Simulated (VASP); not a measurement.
# Geometry relaxation, with input and output: Cs₂SnI₆ (part 2 of 3)

The same run, continued: Cs₂SnI₆ (9 atoms in the cell); Kohn-Sham DFT of a periodic cell, PBEsol, VASP PAW PBE potentials, recommended, no spin polarisation (VASP 6.6.1); cutoff 600 eV, 6×6×6 k-mesh, Gaussian smearing of 0.03 eV. The structure derives from an entry of the Crystallography Open Database.

Geometry of the input (Å; fractional positions):
```
0.0000  5.7876  5.7876
5.7876  0.0000  5.7876
5.7876  5.7876  -0.0000
Cs 0.2500  0.2500  0.2500
Cs 0.7500  0.7500  0.7500
Sn 0.0000  0.0000  0.0000
I  0.7520  0.2480  0.2480
I  0.2480  0.7520  0.2480
I  0.2480  0.7520  0.7520
I  0.7520  0.2480  0.7520
I  0.2480  0.2480  0.7520
I  0.7520  0.7520  0.2480
```

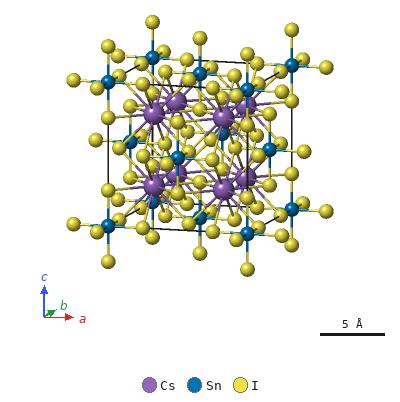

The input geometry (ball-and-stick view of the cell 4 times as large as that of the calculation, set on its symmetry axes, seen slightly off an axis; bonded neighbours outside the cell are drawn too). An atom can appear more than once, as a periodic image.

**Parts of OUTCAR, continued**
```
   k-points           NKPTS =     16   k-points in BZ     NKDIM =     16   number of bands    NBANDS=     44
   number of dos      NEDOS =    301   number of ions     NIONS =      9
   total plane-waves  NPLWV = 343000
   dimension x,y,z NGX =    70 NGY =   70 NGZ =   70
   dimension x,y,z NGXF=   140 NGYF=  140 NGZF=  140
   ions per type =               2   1   6
   NGX,Y,Z   is equivalent  to a cutoff of  14.22, 14.22, 14.22 a.u.
   NGXF,Y,Z  is equivalent  to a cutoff of  28.44, 28.44, 28.44 a.u.
 SYSTEM =  Cs2SnI6
   PREC   = accura    normal or accurate (medium, high low for compatibility)
   ISTART =      0    job   : 0-new  1-cont  2-samecut
   ICHARG =      2    charge: 1-file 2-atom 10-const
   ISPIN  =      1    spin polarized calculation?
   LNONCOLLINEAR =      F non collinear calculations
   LSORBIT =      F    spin-orbit coupling
   LASPH  =      T    aspherical Exc in radial PAW
   ENCUT  =  600.0 eV  44.10 Ry    6.64 a.u.  16.35 16.35 16.35*2*pi/ulx,y,z
   NELM   =     80;   NELMIN=  2; NELMDL= -5     # of ELM steps
   EDIFF  = 0.1E-06   stopping-criterion for ELM
   LREAL  =      F    real-space projection
   EDIFFG = -.5E-02   stopping-criterion for IOM
   NSW    =     90    number of steps for IOM
   IBRION =      2    ionic relax: 0-MD 1-quasi-New 2-CG
   NFREE  =      1    steps in history (QN), initial steepest desc. (CG)
   ISIF   =      3    stress and relaxation
   ISYM   =      2    0-nonsym 1-usesym 2-fastsym
   POTIM  = 0.5000    time-step for ionic-motion
   TEBEG  =    0.0;   TEEND  =   0.0 temperature during run
   PSTRESS=    0.0 pullay stress
   NELECT =      74.0000    total number of electrons
   NUPDOWN=      -1.0000    fix difference up-down
   EMIN   =  10.00;   EMAX   =-10.00  energy-range for DOS
   EFERMI =   0.00;   METHOD = LEGACY
   ISMEAR =     0;   SIGMA  =   0.03  broadening in eV -4-tet -1-fermi 0-gaus
   EFERMI_NEDOS =   21; number of points for ismear=-14 and -15
   IALGO  =     38    algorithm
   IMIX   =      4    mixing-type and parameters
     AMIX     =   0.40;   BMIX     =  1.00
     AMIX_MAG =   1.60;   BMIX_MAG =  1.00
  volume/ion in A,a.u.               =      43.08       290.72
  Fermi-wavevector in a.u.,A,eV,Ry     =   0.942563  1.781186 12.087758  0.888425
  Thomas-Fermi vector in A             =   2.070185
   LORBIT       =      0    0 simple, 1 ext, 2 COOP (PROOUT), +10 PAW based schemes
   GGA     = PS    functional components
   LHFCALC =     F    Hartree Fock is set to
   AEXX    =    0.0000 exact exchange contribution
   IVDW    =     0    specifies the selected vdW correction
   LEPSILON=     F    determine dielectric tensor
   LRPA    =     F    only Hartree local field effects (RPA)
 conjugate gradient relaxation of ions
 non-spin polarized calculation
 Gauss-broadening in eV      SIGMA  =   0.03
  energy-cutoff  :      600.00
  volume of cell :      387.73
 maximum number of plane-waves:     12976
 NGX is ok and might be reduce to    70
   NGX = 33   NGY = 33   NGZ = 33

--------------------------------------- Ionic step        1  -------------------------------------------

 number of electron      73.9999998 magnetization

 Free energy of the ion-electron system (eV)
  ---------------------------------------------------
  ext. energy  EPLUGINS =         0.00000000
  ---------------------------------------------------
  free energy    TOTEN  =       -24.87927185 eV

  energy without entropy =      -24.87891687  energy(sigma->0) =      -24.87909436

------------------------ aborting loop because EDIFF is reached ----------------------------------------

  FORCE on cell =-STRESS in cart. coord.  units (eV):
  Direction    XX          YY          ZZ          XY          YZ          ZX
  --------------------------------------------------------------------------------------
  -------------------------------------------------------------------------------------
  Total       -0.0663843     -0.0663843     -0.0663843     -0.0000000      0.0000000      0.0000000
  in kB       -0.2743161     -0.2743161     -0.2743161     -0.0000000      0.0000000      0.0000000
  external PRESSURE =      -0.2743161 kB  Pullay stress =       0.0000000 kB

 VOLUME and BASIS-vectors are now :
 -----------------------------------------------------------------------------
  energy-cutoff  :      600.00
  volume of cell :      387.73
      direct lattice vectors                 reciprocal lattice vectors
     0.000000000  5.787597400  5.787597400    -0.086391635  0.086391635  0.086391635
     5.787597400  0.000000000  5.787597400     0.086391635 -0.086391635  0.086391635
     5.787597400  5.787597400  0.000000000     0.086391635  0.086391635 -0.086391635

 POSITION                                       TOTAL-FORCE (eV/Angst)
 -----------------------------------------------------------------------------------
      2.89380      2.89380      2.89380         0.000000     -0.000000      0.000000
      8.68140      8.68140      8.68140         0.000000     -0.000000      0.000000
      0.00000      0.00000      0.00000         0.000000     -0.000000      0.000000
      2.87049      5.78760      5.78760         0.005926     -0.000000      0.000000
      5.78760      2.87049      5.78760         0.000000      0.005926      0.000000
      8.70471      5.78760      5.78760        -0.005926     -0.000000      0.000000
      5.78760      8.70471      5.78760         0.000000     -0.005926      0.000000
      5.78760      5.78760      2.87049         0.000000     -0.000000      0.005926
      5.78760      5.78760      8.70471         0.000000     -0.000000     -0.005926
 -----------------------------------------------------------------------------------
    total drift:                               -0.000000      0.000000      0.000000

  FREE ENERGIE OF THE ION-ELECTRON SYSTEM (eV)
  ---------------------------------------------------
  free  energy   TOTEN  =       -24.8792718464 eV

  energy  without entropy=      -24.8789168659  energy(sigma->0) =      -24.87909436

--------------------------------------- Ionic step        2  -------------------------------------------

 number of electron      73.9999999 magnetization

------------------------ aborting loop because EDIFF is reached ----------------------------------------

  FORCE on cell =-STRESS in cart. coord.  units (eV):
  Direction    XX          YY          ZZ          XY          YZ          ZX
  --------------------------------------------------------------------------------------
  -------------------------------------------------------------------------------------
  Total       -0.0194209     -0.0194209     -0.0194209      0.0000000      0.0000000     -0.0000000
  in kB       -0.0803375     -0.0803375     -0.0803375      0.0000000      0.0000000     -0.0000000
  external PRESSURE =      -0.0803375 kB  Pullay stress =       0.0000000 kB

 VOLUME and BASIS-vectors are now :
 -----------------------------------------------------------------------------
  energy-cutoff  :      600.00
  volume of cell :      387.31
      direct lattice vectors                 reciprocal lattice vectors
    -0.000000000  5.785537943  5.785537943    -0.086422387  0.086422387  0.086422387
     5.785537943  0.000000000  5.785537943     0.086422387 -0.086422387  0.086422387
     5.785537943  5.785537943 -0.000000000     0.086422387  0.086422387 -0.086422387

 POSITION                                       TOTAL-FORCE (eV/Angst)
 -----------------------------------------------------------------------------------
      2.89277      2.89277      2.89277        -0.000000     -0.000000     -0.000000
      8.67831      8.67831      8.67831        -0.000000      0.000000      0.000000
      5.78554     11.57108      5.78554        -0.000000     -0.000000      0.000000
      2.86975      5.78554      5.78554         0.009576     -0.000000     -0.000000
      5.78554      2.86975      5.78554        -0.000000      0.009576     -0.000000
      8.70132      5.78554      5.78554        -0.009576     -0.000000      0.000000
      5.78554      8.70132      5.78554        -0.000000     -0.009576      0.000000
      5.78554      5.78554      2.86975        -0.000000     -0.000000      0.009576
      5.78554      5.78554      8.70132        -0.000000     -0.000000     -0.009576
 -----------------------------------------------------------------------------------
    total drift:                                0.000000      0.000000     -0.000000

  FREE ENERGIE OF THE ION-ELECTRON SYSTEM (eV)
  ---------------------------------------------------
  free  energy   TOTEN  =       -24.8793300659 eV

  energy  without entropy=      -24.8789752774  energy(sigma->0) =      -24.87915267

--------------------------------------- Ionic step        3  -------------------------------------------

 number of electron      73.9999999 magnetization

------------------------ aborting loop because EDIFF is reached ----------------------------------------

  FORCE on cell =-STRESS in cart. coord.  units (eV):
  Direction    XX          YY          ZZ          XY          YZ          ZX
  --------------------------------------------------------------------------------------
  -------------------------------------------------------------------------------------
  Total        0.0323462      0.0323462      0.0323462     -0.0000000      0.0000000     -0.0000000
  in kB        0.1339679      0.1339679      0.1339679     -0.0000000      0.0000000     -0.0000000
  external PRESSURE =       0.1339679 kB  Pullay stress =       0.0000000 kB

 VOLUME and BASIS-vectors are now :
 -----------------------------------------------------------------------------
  energy-cutoff  :      600.00
  volume of cell :      386.84
      direct lattice vectors                 reciprocal lattice vectors
    -0.000000000  5.783194198  5.783194198    -0.086457411  0.086457411  0.086457411
     5.783194198  0.000000000  5.783194198     0.086457411 -0.086457411  0.086457411
     5.783194198  5.783194198 -0.000000000     0.086457411  0.086457411 -0.086457411

 POSITION                                       TOTAL-FORCE (eV/Angst)
 -----------------------------------------------------------------------------------
      2.89160      2.89160      2.89160         0.000000      0.000000      0.000000
      8.67479      8.67479      8.67479         0.000000     -0.000000      0.000000
      0.00000      0.00000      0.00000        -0.000000      0.000000     -0.000000
      2.86891      5.78319      5.78319         0.013773      0.000000     -0.000000
      5.78319      2.86891      5.78319        -0.000000      0.013773     -0.000000
      8.69747      5.78319      5.78319        -0.013773      0.000000      0.000000
      5.78319      8.69747      5.78319        -0.000000     -0.013773      0.000000
      5.78319      5.78319      2.86891        -0.000000      0.000000      0.013773
      5.78319      5.78319      8.69747        -0.000000      0.000000     -0.013773
 -----------------------------------------------------------------------------------
    total drift:                                0.000000      0.000000      0.000000

  FREE ENERGIE OF THE ION-ELECTRON SYSTEM (eV)
  ---------------------------------------------------
  free  energy   TOTEN  =       -24.8793445639 eV

  energy  without entropy=      -24.8789899952  energy(sigma->0) =      -24.87916728

--------------------------------------- Ionic step        4  -------------------------------------------

 number of electron      73.9999999 magnetization

------------------------ aborting loop because EDIFF is reached ----------------------------------------

  FORCE on cell =-STRESS in cart. coord.  units (eV):
  Direction    XX          YY          ZZ          XY          YZ          ZX
  --------------------------------------------------------------------------------------
  -------------------------------------------------------------------------------------
  Total        0.0313544      0.0313544      0.0313544      0.0000000     -0.0000000      0.0000000
  in kB        0.1299151      0.1299151      0.1299151      0.0000000     -0.0000000      0.0000000
  external PRESSURE =       0.1299151 kB  Pullay stress =       0.0000000 kB

 VOLUME and BASIS-vectors are now :
 -----------------------------------------------------------------------------
  energy-cutoff  :      600.00
  volume of cell :      386.68
      direct lattice vectors                 reciprocal lattice vectors
    -0.000000000  5.782379162  5.782379162    -0.086469598  0.086469598  0.086469598
     5.782379162  0.000000000  5.782379162     0.086469598 -0.086469598  0.086469598
     5.782379162  5.782379162 -0.000000000     0.086469598  0.086469598 -0.086469598

 POSITION                                       TOTAL-FORCE (eV/Angst)
 -----------------------------------------------------------------------------------
      2.89119      2.89119      2.89119         0.000000      0.000000      0.000000
      8.67357      8.67357      8.67357        -0.000000      0.000000     -0.000000
      5.78238     11.56476      5.78238        -0.000000      0.000000     -0.000000
      2.86922      5.78238      5.78238         0.011180      0.000000     -0.000000
      5.78238      2.86922      5.78238        -0.000000      0.011180     -0.000000
      8.69554      5.78238      5.78238        -0.011180      0.000000      0.000000
      5.78238      8.69554      5.78238        -0.000000     -0.011180      0.000000
      5.78238      5.78238      2.86922        -0.000000      0.000000      0.011180
      5.78238      5.78238      8.69554        -0.000000      0.000000     -0.011180
 -----------------------------------------------------------------------------------
    total drift:                                0.000000      0.000000      0.000000

  FREE ENERGIE OF THE ION-ELECTRON SYSTEM (eV)
  ---------------------------------------------------
  free  energy   TOTEN  =       -24.8793836246 eV

  energy  without entropy=      -24.8790291375  energy(sigma->0) =      -24.87920638
```
